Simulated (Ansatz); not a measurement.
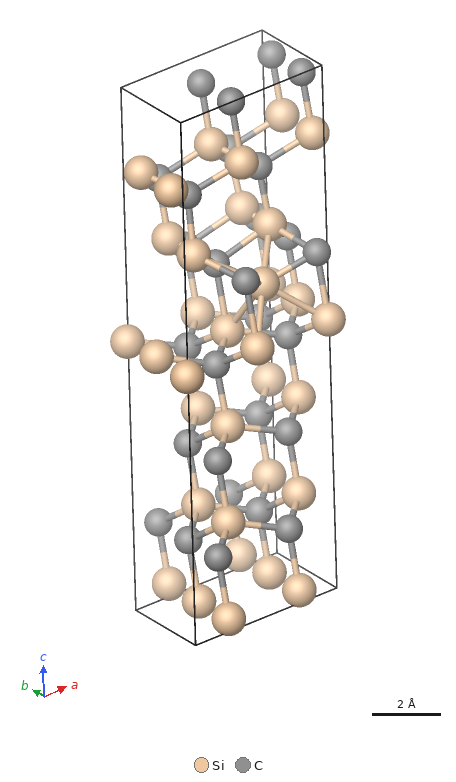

The structure (ball-and-stick view of the cell of the calculation, seen slightly off an axis). An atom can appear more than once, as a periodic image.

**Single-point calculation of Si25C24 (part 1 of 2)**

The run: single-point calculation of Si25C24 (defect cell, 49 atoms in the cell). Method and program: DFT PBE, scalar-relativistic, plane waves, PAW, spin-polarised (Ansatz 0.2.0).

The structure derives from an entry of the Crystallography Open Database.

**Input**
```yaml
crystal:
  lattice:
    - [-6.1556, 0.0, 0.0]
    - [-3.0778, -5.335, 0.0]
    - [-3.0778, 0.0, 15.1219]
  atoms:
    - { symbol: Si, position: [0.9873500999, 0.163713849, 0.8610609619] }
    - { symbol: Si, position: [0.4868052307, 0.1663157607, 0.859535243] }
    - { symbol: Si, position: [0.9873385316, 0.6676847227, 0.8610530933] }
    - { symbol: Si, position: [0.4834381126, 0.6676722421, 0.8610638608] }
    - { symbol: Si, position: [0.9072486678, 0.8322541732, 0.3530069825], spin: 0.01 }
    - { symbol: Si, position: [0.4070119107, 0.8330659483, 0.3527207508] }
    - { symbol: Si, position: [0.9072313532, 0.3335277045, 0.3530153157], spin: 0.01 }
    - { symbol: Si, position: [0.406017682, 0.3335143565, 0.3529939243], spin: 0.01 }
    - { symbol: Si, position: [0.9901532427, 0.4998750253, 0.5196396894] }
    - { symbol: Si, position: [0.4915715699, 0.5020426253, 0.5146499163], spin: 0.01 }
    - { symbol: Si, position: [0.9949055608, -0.0012679367, 0.514649473], spin: 0.01 }
    - { symbol: Si, position: [0.491727476, -0.0010751512, 0.5146454097], spin: 0.01 }
    - { symbol: Si, position: [0.7375699655, 0.4994861801, 0.0249674465] }
    - { symbol: Si, position: [0.2379638599, 0.4990867454, 0.0245938789] }
    - { symbol: Si, position: [0.7371451016, 0.9999421129, 0.0247207961] }
    - { symbol: Si, position: [0.237771822, 0.9999560042, 0.0247290863] }
    - { symbol: Si, position: [0.7454386033, 0.8079003365, 0.700704203] }
    - { symbol: Si, position: [0.234906665, 0.8330925744, 0.6967500985] }
    - { symbol: Si, position: [0.7453543969, 0.3457516065, 0.7007282212] }
    - { symbol: Si, position: [0.2076202619, 0.3457365138, 0.700740447] }
    - { symbol: Si, position: [0.8217786441, 0.1662849683, 0.1898341754] }
    - { symbol: Si, position: [0.3219144483, 0.1665422867, 0.1892879535] }
    - { symbol: Si, position: [0.8223182679, 0.6661916396, 0.1892362288] }
    - { symbol: Si, position: [0.3219299456, 0.6662157954, 0.1892382297] }
    - { symbol: C, position: [0.9261765155, 0.4998156466, 0.6473054936] }
    - { symbol: C, position: [0.4233838148, 0.5020250138, 0.6506282689] }
    - { symbol: C, position: [0.9267843935, 0.998650697, 0.650638296] }
    - { symbol: C, position: [0.4234474227, 0.9987578684, 0.650654768] }
    - { symbol: C, position: [0.6755909121, 0.4994276533, 0.1490557665] }
    - { symbol: C, position: [0.1757619583, 0.4994395585, 0.1487253855] }
    - { symbol: C, position: [0.6755111773, -0.0002942315, 0.1489120778] }
    - { symbol: C, position: [0.1755054035, -0.0002750628, 0.1489175713] }
    - { symbol: C, position: [0.9246405223, 0.1662769658, 0.9840030608] }
    - { symbol: C, position: [0.4251341986, 0.1663010661, 0.9830124216] }
    - { symbol: C, position: [0.9245782608, 0.6663943637, 0.9840114793] }
    - { symbol: C, position: [0.4245900328, 0.666404973, 0.9840215381] }
    - { symbol: C, position: [0.8479773366, 0.826357891, 0.4777262776] }
    - { symbol: C, position: [0.3444291521, 0.8331721891, 0.4780032596], spin: -0.01 }
    - { symbol: C, position: [0.8478628607, 0.3364596779, 0.4777442072] }
    - { symbol: C, position: [0.3376841497, 0.3366191155, 0.4777049707] }
    - { symbol: C, position: [0.6735843747, 0.8316307915, 0.8206888931] }
    - { symbol: C, position: [0.1736439155, 0.8330772342, 0.8191384002] }
    - { symbol: C, position: [0.6735606863, 0.3338122285, 0.8207128666] }
    - { symbol: C, position: [0.1713740502, 0.3338179354, 0.8207189359] }
    - { symbol: C, position: [0.7596029967, 0.1663259048, 0.3142580308] }
    - { symbol: C, position: [0.2602408438, 0.1660101348, 0.3132187179] }
    - { symbol: C, position: [0.7598164247, 0.6665037994, 0.3131942376] }
    - { symbol: C, position: [0.2602474689, 0.666551891, 0.3131915443] }
    - { symbol: Si, position: [0.6097125224, 0.1665118971, 0.6137044867] }
magnetization:
  spin_polarized: true
basis:
  ecutwfc: 420
  fft_grid_basis: typed
kpoints:
  mp_grid: { grid: [2, 2, 2] }
hamiltonian:
  xc: pbe
  pseudopotentials: { kind: paw }
scf:
  occupations: { method: gaussian, width: 0.05 }
  n_extra_bands: 18
output:
  forces: true
  stress: false
  eigenvalues: true
  bader: false
  write_density: false
  volumetric_format: npy
  populations: true
  band_densities:
    - { e_range: [-0.25, 0.25] }
    - { e_range: [-1.2, 0.0] }
    - { e_range: [0.0, 1.2] }
  dos:
    e_range: [-30, 8]
    de: 0.02
    method: { smearing: { sigma: 0.03, scheme: gaussian } }
    projected: { site_lists: { C: [C], Si: [Si] } }
checkpoint:
  read: start.run
  write: ck
  compress: false
  write_wavefunctions: false
  write_every: 100000
```

Run on 4 threads of Arm Neoverse V1, 24 GiB of memory available, shared host.

Run as:
```bash
ansatz run input.yaml --threads 4 --pin off --max-ram 10240MiB --backend cpu --events-out ev --progress --plain --runs-dir out
```

**What the program printed**
```
Warning: the band count 116 (scf.n_extra_bands) hosts the net moment |M| = 0.0500 μB (N_el = 196) but caps the reachable moment at 2·n_bands − N_el = 36.0000 μB, below the 148 bands that the automatic rule leaves for it — a moment growing past the seed, or the majority channel's smearing tail, pins there with fewer empty majority states than that count leaves; raise or omit scf.n_extra_bands unless the cap is intended
Warning: checkpoint.read: spin seed differs: saved afe4a65f1f04…, current 21106e6bd1b1…; the loaded state replaces the seed-built initial guess (but the starting_ns of a DFT+U solve that opens without the state's occupation matrices), so the run may converge into the producing seed's basin, or, where the symmetry group that follows from this deck's starting moments and starting_ns does not hold the saved magnetisation, lose that magnetisation at its first build. Where atoms have moved since the state was saved, this difference can also decide whether moments are moved with them. A self-consistent run of this deck without the state starts from its starting moments and, under a DFT+U term, its starting_ns
scf.n_extra_bands = 18 over 98 filled bands (N_el = 196.0): the run solves 116 bands
Engine: ansatz 0.2.0, aarch64-unknown-linux-gnu
Pseudopotentials: kind: paw
Pseudopotential: Si, paw, valence charge 4, recommended cutoff 420 eV (normal), Si.paw.azcp
Pseudopotential: C, paw, valence charge 4, recommended cutoff 420 eV (normal), C.paw.azcp
Functional definition: PBE
  parameter kappa = 0.804
  parameter beta = 0.06672455060314922
  exchange = pbe_x(kappa = kappa, mu = beta*pi^2/3)
  correlation = pbe_c(beta = beta)
Crystal: 49 atoms, lattice volume = 496.605 Å³
Basis set: ecut = 420 eV, 9737 PW (Γ), exchange–correlation on 90×90×216 points (8 copies of the dense FFT grid, shifted against one another)
Bands: 116, of which v1, the nominal top of the filled ones, is band 98 counted from 1 (97 counted from 0)
Symmetry: 1 space group operations
Space group: P1 (ITA 1), of the structure as read, at distance tolerance 7.9e-5 Å
Magnetic group: BNS 1.1 (UNI 1), of the structure as read, at distance tolerance 7.9e-5 Å
k-points: 8
Non-local potential: Si, projectors of the file, l = 0: 2, l = 1: 2, l = 2: 2
Non-local potential: C, projectors of the file, l = 0: 2, l = 1: 2, l = 2: 1
PAW form: soft (Blöchl's): semilocal exchange-correlation on the pseudo side does not see the compensation charge
PAW one-centre angular grid: Si, 110 points (default); XC on 64 Gauss nodes
PAW one-centre angular grid: C, 110 points (default); XC on 64 Gauss nodes
Initial density: read from a saved state, or passed on in memory by an earlier SCF of this step, an earlier step, the calling program or the single point that the run made first
Stability of the state it starts from, as read at its close in the collinear treatment: not read negative (Ritz values of 1 − χ₀K, real part plus size of imaginary part, from 0.74 to 0.77, by its mixing steps under no symmetry); its run was given moments
Starting moments: Σ|m| = 0.07 μB on 7 of 49 sites; this step starts from the density that it was given
Initial wavefunctions: pseudopotential atomic-orbital guess
Functional: x = pbe(κ = 0.804, μ = 0.2195149727645171), c = pbe(β = 0.06672455060314922)
iter 1 solved again at ethr=3.71e-7 eV; its pass at ethr=3.10e-3 eV (dr2=7.28e-4 eV) is discarded
SCF iter   1: F=—  HF=-21917.453225 eV  |F-HF|=—  |Δ(HF+E_count)|=         —  Δρ=5.53e-7 (↑5.53e-7 ↓5.33e-7)  dr2=1.83e-8  dr2_m=2.82e-11  M=0.487 μB ∫|m|=0.540 μB  β_m=0.30  ethr=3.71e-7  ⟨swp⟩=3.2  Hψ=14357  notcnv=0
eigensolver tolerance schedule: the retry pair's looser diagonalisation over-reported the residual by 39826.00 of it (diagonalisation noise at an unbounded share of the residual, at the tolerance the schedule requests for it); recorded, not acted on — ethr = c·dr2/N_el stays at c = 1.0e-1
preconditioner: auto → Resta (q_TF=auto, 2.337 Å⁻¹)  ε∞=6.4  [insulator: Δε(μ)=0.134 eV  Ē_g=10.072 eV  σ=0.050 eV  W_gap=0.94  n_scr=102 (ndim 8)  ℏωp=23.3 eV  f_vac=0.000  D(μ)=0.88/eV (n_scr^D=2)  ε∞_Penn≈6.4]
spin=Collinear: Resta preconditioning applied to the charge; magnetization (m = ρ↑ − ρ↓) channel mixes plain (no charge-response kernel on spin).
SCF iter   2: F=—  HF=-21917.453497 eV  |F-HF|=—  |Δ(HF+E_count)|=   2.72e-4  Δρ=2.94e-7 (↑2.94e-7 ↓2.82e-7)  dr2=4.97e-9  dr2_m=1.81e-11  M=0.487 μB ∫|m|=0.540 μB  β_m=0.32  ethr=9.32e-12  ⟨swp⟩=10.3  Hψ=9101  notcnv=0
SCF iter   3: F=-21917.453497 eV  HF=-21917.453497 eV  |F-HF|=1.82e-9  |Δ(HF+E_count)|=  6.18e-10  Δρ=2.06e-7 (↑2.06e-7 ↓2.06e-7)  dr2=2.51e-9  dr2_m=1.11e-11  M=0.487 μB ∫|m|=0.540 μB  ethr=2.53e-12  ⟨swp⟩=1.0  Hψ=3784  notcnv=0
SCF 1 converged in 3 iterations: F = -21917.453497 eV  dr2 = 2.51e-9
  greatest PAW one-centre occupation: 0.698 electrons in one spin orbital (limit 2), on the Si atom at site 48 (counted from 0), in its partial waves of l = 0
NSCF: frozen V_eff on 2 k-points
SCF converged after 3 iterations
Magnetization: 0.4874 μB (98.2437 up, 97.7563 down)
Absolute magnetization: 0.5426 μB (∫|ρ↑−ρ↓|, with the PAW one-centre terms)
Spin contamination: 0.0007 ħ² per cell (⟨S²⟩ above its minimum at these occupations)
Per-site moments (μB) at R_I (Å): [(7.32640883779937e-5, 0.7669069782173347), (0.0003554730187533892, 0.7702239540190063), (0.00032683754150286405, 0.7670086740913202), (0.000326668935756924, 0.7670052356485462), (0.005009960434958504, 0.7735525502824507), (0.00390985279523501, 0.7728804076454109), (0.005022740149599533, 0.773570508507803), (0.005026375189717772, 0.7736470267066792), (0.00441907465556203, 0.7644004207643053), (0.0059978835401176475, 0.7637260181032216), (0.006012739569564393, 0.7634737893702822), (0.006013561396489424, 0.7638264491152713), (5.94830792033649e-5, 0.774036122127564), (6.937222348822579e-6, 0.7743058907616522), (9.660124629955592e-5, 0.774679024621628), (9.642411388008976e-5, 0.7746614250410965), (0.001881037761539165, 0.7502583142698215), (-3.695558833620832e-5, 0.763431784843786), (0.0019609410598942557, 0.7502575512832715), (0.00196000122055264, 0.750219574995677), (0.0011282846423818671, 0.7760161676522472), (0.0014811346545346004, 0.7730541981045047), (0.001543999657234682, 0.7732241189494425), (0.0015425929203368828, 0.7731952161486388), (-0.0008446371600008675, 0.7552943839804714), (0.0022806349817635608, 0.7734489949084411), (0.002307882294346062, 0.7731160073852881), (0.002292458116291967, 0.7731573635898192), (0.0020803930996345322, 0.774036122127564), (-0.0005869924887819779, 0.7743058907616522), (0.0020038741839614907, 0.774679024621628), (0.0020081279027801863, 0.7746614250410965), (-0.00010297493210134089, 0.7669069782173347), (0.0007924118680166667, 0.7702239540190063), (0.0007763331951940125, 0.7670086740913202), (0.0007756845829615848, 0.7670052356485462), (0.0029934577076039196, 0.7645768316792659), (-0.00537714241537809, 0.7634737893702822), (0.0030710392953697085, 0.7645027746978559), (0.003069920286548701, 0.7644004207643053), (0.0013159234915889242, 0.7502583142698215), (-7.035552867680146e-5, 0.763431784843786), (0.0013860300394112715, 0.7502575512832715), (0.0013840128928547103, 0.750219574995677), (-0.004655806490031613, 0.7737783618065215), (0.0030762590445938378, 0.7730289460231836), (0.002939766402836735, 0.7728804076454109), (0.0029281398558018727, 0.7728895276260676), (9.662292575034751e-5, 0.7731160073852881)]
Free energy (F): -21917.453497 eV
Harris-Foulkes:  -21917.453497 eV  (|F-HF|=1.82e-9)
Internal energy: -21917.452403 eV  (E = F + TS)
E sigma→0 (E₀):  -21917.452950 eV
Entropy (-TS):   -0.001094 eV (-0.022 meV/atom)
Fermi energy:    11.890388 eV
--- Per-component energies (eV) ---
  E_band       = 762.954805
  E_kinetic    = 3334.107564
  E_local      = -2485.671799  (includes V_loc(G=0)·N_el)
  E_nonlocal   = 1272.891029
  E_hartree    = 776.469429
  E_xc         = -2598.662675
  E_vxc        = -2686.888220  (∫ρ·V_xc dr)
  E_paw        = -15203.755992  (= ΣΔE_a)
  E_vpaw       = -224.422379  (= ΣTr[D̂ρ^β])
  E_aug_tail   = 0.000316  (compensation charges beyond the density's cutoff)
  E_ewald      = -7012.830276
  E_smearing   = -0.001094  (= −TS)
  E_closure    = 0.000000  (closes the sum)
  Σ components = -21917.453497   (vs F -21917.453497, Δ=0.00e0)
```
